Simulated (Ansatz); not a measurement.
**Si6C7 (slab): density, localisation and related maps**

Input file:

```
crystal:
  lattice:
    - [3.0969355084, 0.0, 0.0]
    - [0.0, 3.0969355084, 0.0]
    - [0.0, 0.0, 28.1391845935]
  atoms:
    - { symbol: C, position: [0.0, 0.5, 0.2665322435] }
    - { symbol: Si, position: [0.5, 0.5, 0.3054435363] }
    - { symbol: C, position: [0.5, 0.0, 0.344354829] }
    - { symbol: Si, position: [0.0, 0.0, 0.3832661218] }
    - { symbol: C, position: [0.0, 0.5, 0.4221774145] }
    - { symbol: Si, position: [0.5, 0.5, 0.4610887073] }
    - { symbol: C, position: [0.5, 0.0, 0.5] }
    - { symbol: Si, position: [0.0, 0.0, 0.5389112927] }
    - { symbol: C, position: [0.0, 0.5, 0.5778225855] }
    - { symbol: Si, position: [0.5, 0.5, 0.6167338782] }
    - { symbol: C, position: [0.5, 0.0, 0.655645171] }
    - { symbol: Si, position: [0.0, 0.0, 0.6945564637] }
    - { symbol: C, position: [0.0, 0.5, 0.7334677565] }
basis:
  ecutwfc: 420
kpoints:
  mp_grid: { grid: [9, 9, 1] }
hamiltonian:
  xc: pbe
scf:
  occupations: { method: gaussian, width: 0.05 }
output:
  forces: true
  eigenvalues: true
  write_density: true
  write_potential: true
  elf: true
  volumetric_format: npy
relax:
  adjacent_minimum: "off"
  f_tol: 0.02
  max_steps: 60
efield:
  axis: 3
  dipole_correction: true
  ramp_width: 0.04
```

Command:

```sh
ansatz run input.yaml --threads 1 --pin off --max-ram 2560MiB --backend cpu --events-out ev --progress --plain --runs-dir out
```

The fields are those of the run's last geometry, not of the input's.

Method: Ansatz 0.2.0, DFT PBE, scalar-relativistic, plane waves, PAW.

Core electrons are frozen (PAW), and the valence fields are smoothed inside the atomic spheres.

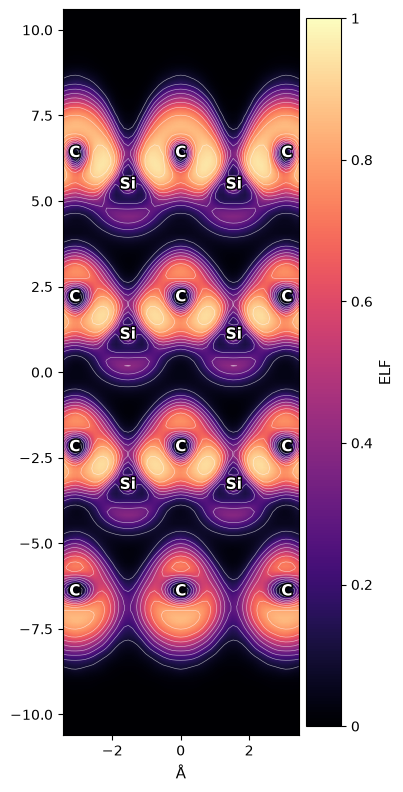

Figure 1. ELF on the (100) plane of the calculation cell, a cut from vacuum to vacuum.

### Read the bonding off the picture.

- Atoms in the plane: C and Si.
- Si–C (1.80 Å): the ELF peaks at about 0.95 between the atoms.
- Si–C (1.90 Å): the ELF peaks at about 0.95 between the atoms.

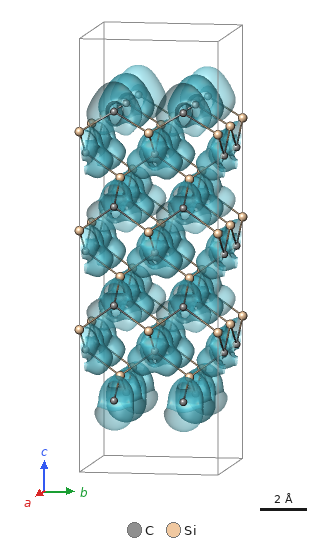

Figure 2. Isosurface of the ELF at 0.7 (cyan), seen slightly off an axis. Core shells and regions of very low density are left out. Sticks mark near contacts.

### Where are the electrons localised?

The ELF exceeds this value in seven regions on C in which the atom's valence shell and bonds are merged, counted in one cell of 13 atoms. Counts are for one cell; the picture repeats the cell along the surface. Along the contacts the grid gives the following. Si–C (1.88 Å): the ELF peaks at about 0.95 between the atoms.

### Does the calculation give a band gap?

It is metallic or semimetallic at this level of theory: no gap opens.
